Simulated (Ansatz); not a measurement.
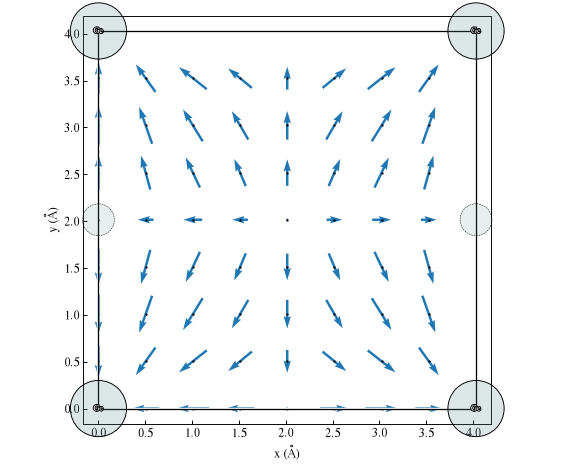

H on a Ge(100) slab cut from the Fd-3m phase, its upper half relaxed before the scan (4 atoms of substrate and one adsorbate in a 1 × 1 cell). H is moved over the surface cell at a fixed height above a rigid substrate; the origin of the map has the adsorbate above Ge4; the height is held at 2.50 Å. Places are given modulo a cell vector. The map is drawn in real space over the plane of the surface. The scan uses an 8 × 8 grid; 25 points were computed and 39 follow by symmetry. The runs have no spin polarisation, so an open-shell adsorbate far from the surface lies too high. With one adsorbate in each 1 × 1 cell, its nearest image is 4.0 Å away, so neighbouring adsorbates interact. At a fixed height the lowest place need not be the adsorption site. The calculation used DFT PBE+D3(BJ), scalar-relativistic, plane waves, PAW (Ansatz). Settings: cutoff 420 eV, k-mesh 7×7×1, gaussian smearing 0.1 eV, no spin polarisation.

The picture shows dots at the grid points, arrows along the force (downhill), their lengths compressed, labelled circles for the atoms of the top layer and small ones for the second layer, the outline of one cell of the plane.

The arrows alone are given. Where is the energy lowest?

The arrows converge at the top site over a surface Ge atom, (0/8, 0/8) of the cell vectors (read from the interpolated surface).

The energy map of the same scan:

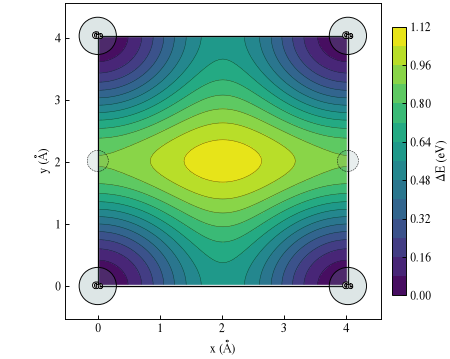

Energies are in eV, from the lowest grid point; between grid points the surface is interpolated.

PAW datasets: the set soft_1.
